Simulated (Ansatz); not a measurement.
# linear P chain: period, moment and channels by functional, part 3 of 3

How many channels does the linear P chain carry, and how sure is the answer?

Ansatz 0.2.0; DFT PBE, plane waves, PAW; relaxation of a chain's period (the session's first sound run).

So far, conductance of the lead as this run defines it (G₀): 3.00 in steps 3, 5, 7 and 9.

## 10. Side by side

Times are for 4 threads of Arm Neoverse V2, shared host. Results by setting:

```
no.   level  conductance of the lead as this run defines it (G₀)   time  memory (GiB)
  1     PBE                                                3.000  5.9 s          0.39
  2    RPBE                                                3.000  5.8 s          0.38
  3  PBEsol                                                3.000  5.5 s          0.39
  4     LDA                                                3.000  5.5 s          0.38
```

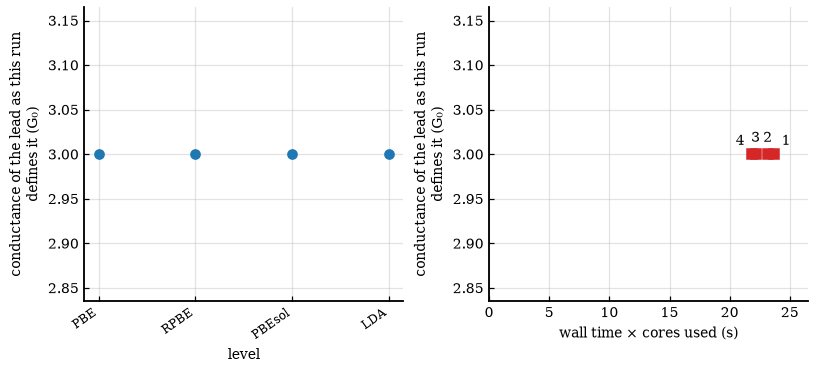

The series as plots; the last panel sets the first result against cost, with the runs numbered as in the table.

The runs together. The open channels of the lead, PBE = RPBE = PBEsol = LDA stays at 3 for energy from -2 to 1.99 eV.

## 11. Relaxing the period, cutoff 598.65 eV

This step: DFT PBE, plane waves, norm-conserving; relaxation of a chain's period (Ansatz 0.2.0).

The same functional on other atomic datasets tests how far the result hangs on the treatment of the cores. Against the first PBE run of this kind, the cutoff is 598.65 eV against 420.

input.yaml

```yaml
crystal:
  lattice:
    - [7.5, 0.0, 0.0]
    - [0.0, 7.5, 0.0]
    - [0.0, 0.0, 1.9902]
  atoms:
    - { symbol: P, position: [0.5, 0.5, 0.0], spin: 0.3 }
magnetization:
  spin_polarized: true
kpoints:
  mp_grid: { grid: [1, 1, 41] }
scf:
  occupations: { method: fermi_dirac, width: 0.05 }
hamiltonian:
  xc: pbe
  pseudopotentials: { kind: nc, accuracy: standard }
relax:
  cell: { fix: [a, b, alpha, beta, gamma] }
  max_steps: 60
```

On the command line:

```
$ ansatz run input.yaml --threads 4 --pin off --max-ram 8192MiB --backend cpu --events-out ev --progress --plain --runs-dir out
```

Numbers of over 12 decimals in the logs are rounded to 6 here.

The log of the run:

```text
[...]
Crystal: 1 atoms, lattice volume = 111.949 Å³
Basis set: ecut = 598.650497 eV, 3647 PW (Γ), exchange–correlation on 120×120×32 points (8 copies of the dense FFT grid, shifted against one another)
Bands: 7, of which v1, the nominal top of the filled ones, is band 3 counted from 1 (2 counted from 0)
Symmetry: 16 space group operations
[...]
0.088411       0.000000       0.000000
        0.000000       0.088411       0.000000
        0.000000       0.000000      -0.006207
  P = ⅓ Tr σ = 0.0569 GPa (0.569 kbar)
--- Relaxed structure (4 steps of the walk, 4 accepted, 1 SCFs on fresh bases) ---
[...]
cell:  # Å, volume = 118.1840 Å³
    - [7.5, 0.0, 0.0]
    - [0.0, 7.5, 0.0]
    - [0.0, 0.0, 2.101049]
  atoms:
    - { symbol: P, position: [0.5, 0.5, 0.0] }
[key lines of the parts left out:]
SCF converged after 6 iterations
Magnetization: 0.0000 μB (2.5000 up, 2.5000 down)
Free energy (F): -187.269334 eV
Fermi energy:    -3.550684 eV
```

Wall time 4.7 s (4 threads of Arm Neoverse V2, shared host); peak memory 0.38 GiB.

The cell's length comes to 2.101 Å, +0.1 % against the first run, with no moment.

## 12. The relaxed wire

This step: DFT PBE, plane waves, PAW; relaxation of a chain's period (Ansatz 0.2.0).

No moment formed, so a run without spin should agree; this checks it and saves time.

input.yaml, the sections that differ from step 11:

```yaml
crystal:
  lattice:
    - [7.5, 0.0, 0.0]
    - [0.0, 7.5, 0.0]
    - [0.0, 0.0, 1.9902]
  atoms:
    - { symbol: P, position: [0.5, 0.5, 0.0] }
hamiltonian:
  xc: pbe
# kpoints, scf, relax: as in step 11
# magnetization: removed
```

The log of the run:

```text
[...]
Crystal: 1 atoms, lattice volume = 111.949 Å³
Basis set: ecut = 420 eV, 2199 PW (Γ), exchange–correlation on 108×108×30 points (8 copies of the dense FFT grid, shifted against one another)
Bands: 7, of which v1, the nominal top of the filled ones, is band 3 counted from 1 (2 counted from 0)
Symmetry: 16 space group operations
[...]
k-points: 21 of 41
[...]
--- Stress (GPa, compression-positive) ---
        0.088574       0.000000       0.000000
        0.000000       0.088574       0.000000
        0.000000       0.000000       0.008328
  P = ⅓ Tr σ = 0.0618 GPa (0.618 kbar)
--- Relaxed structure (4 steps of the walk, 4 accepted, 1 SCFs on fresh bases) ---
[...]
cell:  # Å, volume = 118.1225 Å³
    - [7.5, 0.0, 0.0]
    - [0.0, 7.5, 0.0]
    - [0.0, 0.0, 2.099956]
  atoms:
    - { symbol: P, position: [0.5, 0.5, 0.0] }
[key lines of the parts left out:]
SCF converged after 6 iterations
Free energy (F): -754.516922 eV
Fermi energy:    -3.545935 eV
```

Elapsed: 2.1 s, on 4 threads; peak memory 0.32 GiB.

The cell's length comes to 2.100 Å, -0.0 % against the first run, with spin left out.

## 13. Comparing the runs

Times are for 4 threads of Arm Neoverse V2, shared host. The runs compared:

```
no.          level  cell length along the wire (Å)   time  memory (GiB)
  1            PBE                           2.100    4 s          0.33
  2           RPBE                           2.108    4 s          0.34
  3         PBEsol                           2.091  3.6 s          0.33
  4            LDA                           2.082  3.2 s          0.31
  5  PBE, NC files                           2.101  4.7 s          0.38
  6   PBE, no spin                           2.100  2.1 s          0.32
```

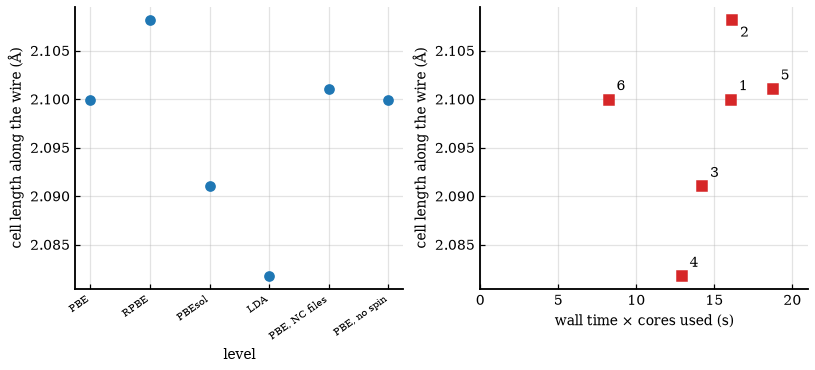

The series as plots; the last panel sets the first result against cost, with the runs numbered as in the table.

## 14. Two-component spinors

This step: DFT PBE, plane waves, fully relativistic PAW; channels of a perfect chain with spin-orbit coupling (Ansatz 0.2.0).

Spin-orbit coupling mixes the spins and splits bands that cross or touch without it, so it can open or close channels. Fully relativistic datasets take the place of the scalar ones. The window is narrow, since spinor matrices are twice as large.

input.yaml

```yaml
crystal:
  lattice:
    - [7.5, 0.0, 0.0]
    - [0.0, 7.5, 0.0]
    - [0.0, 0.0, 2.0999602218]
  atoms:
    - { symbol: P, position: [0.5, 0.5, 0.0] }
kpoints:
  mp_grid: { grid: [1, 1, 39] }
  band_path: { path: ["Γ", Z], npoints: 60 }
scf:
  occupations: { method: fermi_dirac, width: 0.05 }
hamiltonian:
  xc: pbe
  pseudopotentials: { kind: paw_fr }
output:
  transmission:
    e_range: [-0.42, 0.42]
    de: 0.035
    kmesh: [1, 1]
    reduced_basis: false
    leads: [[0, 0]]
magnetization:
  noncollinear: true
  spin_orbit: true
```

The log of the run:

```text
[...]
non-collinear run that drives no moment, with spin-orbit: no starting moment large enough to seed its density (crystal.atoms[].spin), no starting occupations that ask for one, no magnetisation constraint and no magnetic field, so the semilocal B_xc is pinned to zero
Crystal: 1 atoms, lattice volume = 118.123 Å³
Basis set: ecut = 420 eV, 2335 PW (Γ)
Bands: 14, of which v1, the nominal top of the filled ones, is band 5 counted from 1 (4 counted from 0)
Symmetry: 16 space group operations + 16 with time reversal
[...]
k-points: 20 of 39
Projection manifold: j_resolved (fully-relativistic pseudo-atomic orbitals)
[...]
SCF iter   7: F=-754.519685 eV  HF=-754.519685 eV  |F-HF|=1.06e-9  |Δ(HF+E_count)|=   5.13e-8  Δρ=1.62e-6  dr2=2.34e-9  dr2_m=0.00e0 (ungated)  ethr=2.00e-9  |M|=0.00e0 ∫|m|=0.00e0 μB  |m|>n=0.0e0 m-floor=0.0e0 τ_xc=0.0e0  ⟨swp⟩=6.2  Hψ=687  notcnv=0
SCF 1 converged in 7 iterations: F = -754.519685 eV  dr2 = 2.34e-9
[...]
transmission: 3 of 3 steps passed
SCF converged after 7 iterations
Magnetization: |M| = 0.0000 μB,  M = (+0.0000, +0.0000, +0.0000) μB
Absolute magnetization: 0.0000 μB (∫|m|)
  site 0: m = (+0.0000, +0.0000, +0.0000) μB, |m| = 0.0000 μB  (R = 0.87 Å)
Free energy (F): -754.519685 eV
[...]
Internal energy: -754.515678 eV  (E = F + TS)
E sigma→0 (E₀):  -754.517682 eV
Entropy (-TS):   -0.004007 eV (-4.007 meV/atom)
Fermi energy:    -3.450231 eV
[...]
--- Band table (eV; the first three rows and the last of 20) ---
  k-point 0: bands = [... 1 lower, -16.1960, -6.2087, -6.2087, -6.1757, -6.1757, 0.3077, 0.3077, 2.0125, ... 5 higher]
  k-point 1: bands = [... 1 lower, -16.1752, -6.1886, -6.1886, -6.1557, -6.1557, 0.3279, 0.3279, 2.0347, ... 5 higher]
  k-point 2: bands = [... 1 lower, -16.1130, -6.1286, -6.1286, -6.0956, -6.0956, 0.3879, 0.3879, 2.1014, ... 5 higher]
  k-point 19: bands = [... 1 lower, -9.4624, -7.4650, -7.4650, -0.0484, -0.0484, 0.0016, 0.0016, 3.4591, ... 5 higher]
--- Transmission ---
  basis      : 497 plane waves across, 3 finite elements along
  points     : 1, standing for a mesh of 1 x 1
[...]
crystal 0  : P1, at the sites [0, 0], period 2.1000 Å: whole cells are its period
[...]
filled         : 29.2 meV over the level at which it is neutral
    channels       : 6.000000e0 of both spins
[...]
```

The job ended after 2.9 min (4 threads; peak memory 5 GiB).

This step gave:

* energy at zero smearing: -754.5177 eV
* channels at the energy nearest the Fermi level, both spins: 6

The open channels of the lead, both spins stays at 6 for energy from -0.42 to 0.42 eV.

The slowest values at each energy, most degenerate partners merged, listed up to 1.5 1/Å. Table of Im kz of the slowest decaying states by energy, zero at the Fermi level:

```
energy (eV)  decay 1 (Å⁻¹)  decay 2 (Å⁻¹)  decay 3 (Å⁻¹)  decay 4 (Å⁻¹)
     -0.420           1.06           1.25           1.35           1.42
     -0.315           1.05           1.24           1.34           1.41
     -0.210           1.04           1.22           1.33           1.40
     -0.105           1.02           1.21           1.32           1.39
      0.000           1.01           1.20           1.31           1.38
      0.105          0.994           1.19           1.30           1.37
      0.210          0.980           1.18           1.28           1.36
      0.315          0.966           1.17           1.27           1.35
      0.420          0.952           1.15           1.26           1.34
```

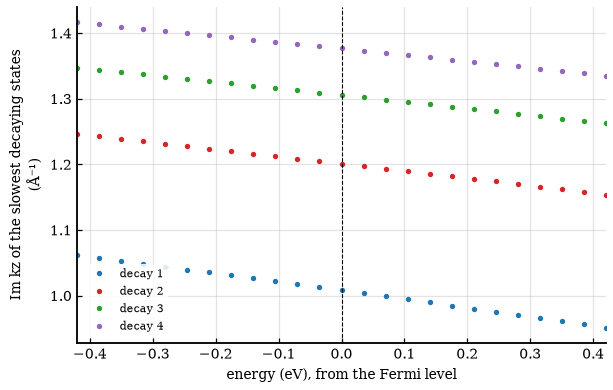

Im kz of the slowest decaying states against energy.

Electronic bands along the path, in eV, zero at the Fermi level:

```
point  band 3  band 4  band 5  band 6  band 7  band 8  band 9  band 10
    Γ   -2.76   -2.76   -2.73   -2.73    3.76    3.76    5.46     5.46
    Z   -4.09   -4.09    3.44    3.44    3.49    3.49    6.86     6.86
```

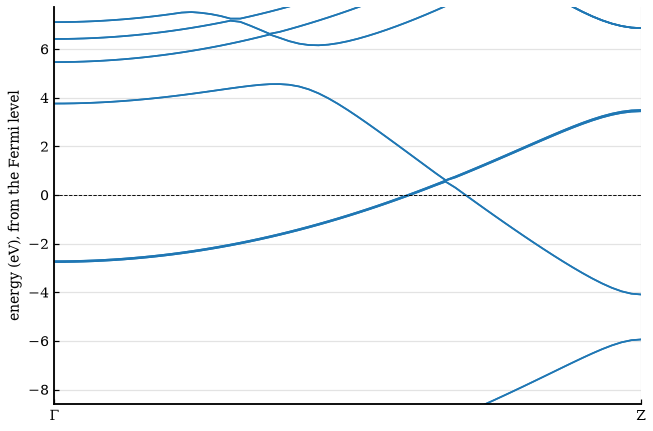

Electronic bands along the path.

At the computed energy nearest the Fermi level there are 6 spinor channels, and the thermal average gives 3.00 G₀.

## 15. The same system on other settings

This step: DFT PBE, plane waves, PAW; channels and complex bands of a perfect chain; changed: output.transmission.bias = [0.5], scf.max_iter = 100 (Ansatz 0.2.0).

The input of the run on the perfect lead (PBE) is made doubtful on purpose. The ELF is not written this time.

input.yaml, the sections that differ from step 14:

```yaml
scf:
  occupations: { method: fermi_dirac, width: 0.05 }
  max_iter: 100
hamiltonian:
  xc: pbe
output:
  transmission:
    e_range: [-2, 2]
    de: 0.035
    kmesh: [1, 1]
    reduced_basis: true
    leads: [[0, 0]]
    bias: [0.5]
  dos: { projected: true, e_range: [-6, 4] }
  write_potential: true
  write_density: true
  volumetric_format: npy
# crystal, kpoints: as in step 14
# magnetization: removed
```

The log of the run:

```text
Error: YAML parse error: error: line 23 column 5: unknown field `bias`, expected one of leads, temperature, e_range, de, kmesh, mesh_tolerance, kpoints, reduced_basis
  --> <input>:23:5
   |
21 |     reduced_basis: true
22 |     leads: [[0, 0]]
23 |     bias: [0.5]
   |     ^ unknown field `bias`, expected one of leads, temperature, e_range, de, kmesh, mesh_tolerance, kpoints, reduced_basis
24 |   dos: { projected: true, e_range: [-6, 4] }
25 |   write_potential: true
   |
```

The job ended after 0.01 s (4 threads; peak memory 0.06 GiB).

The program refused the input before any cycle.

The program's message: “Error: YAML parse error: error: line 23 column 5: unknown field `bias`, expected one of leads, temperature, e_range, de, kmesh, mesh_tolerance, kpoints, reduced_basis”

The change that led to it: output.transmission.bias = [0.5].

## 16. Summary of results

* cell length, PBE: 2.100 Å
* cell length, RPBE: 2.108 Å
* cell length, PBEsol: 2.091 Å
* cell length, LDA: 2.082 Å
* cell length, PBE, NC files: 2.101 Å
* cell length, PBE, no spin: 2.100 Å
* conductance, PBE: 3.00 G₀
* conductance, RPBE: 3.00 G₀
* conductance, PBEsol: 3.00 G₀
* conductance, LDA: 3.00 G₀
* conductance, with spin-orbit coupling: 3.00 G₀

In words: Under PBE the cell's length is 2.10 Å, no moment survives, and it is a metal with 3 channels a spin next to the Fermi level, 3.00 G₀ at 300 K. The cell's length spans 1.3 % over the functionals, shortest under LDA and longest under RPBE. A perfect wire passes every open channel, so the conductance counts half a G₀ for each forward-moving state at the Fermi level, spin by spin. Transport is coherent and elastic here: the atoms are frozen, so scattering by vibrations plays no part. The lead's cell of one atom keeps the chain straight and evenly spaced; a zigzag or dimerised form may lie lower.

[Logs are printed without paths, hosts, clocks, repeated set-up lines and the standing remarks that a program may print on its own settings, such as how far it seeks lower states.]

[Hosts, paths, dates, database ids (printed as entryN), source tags and the programs' standing remarks are cut or masked in the printed files.]
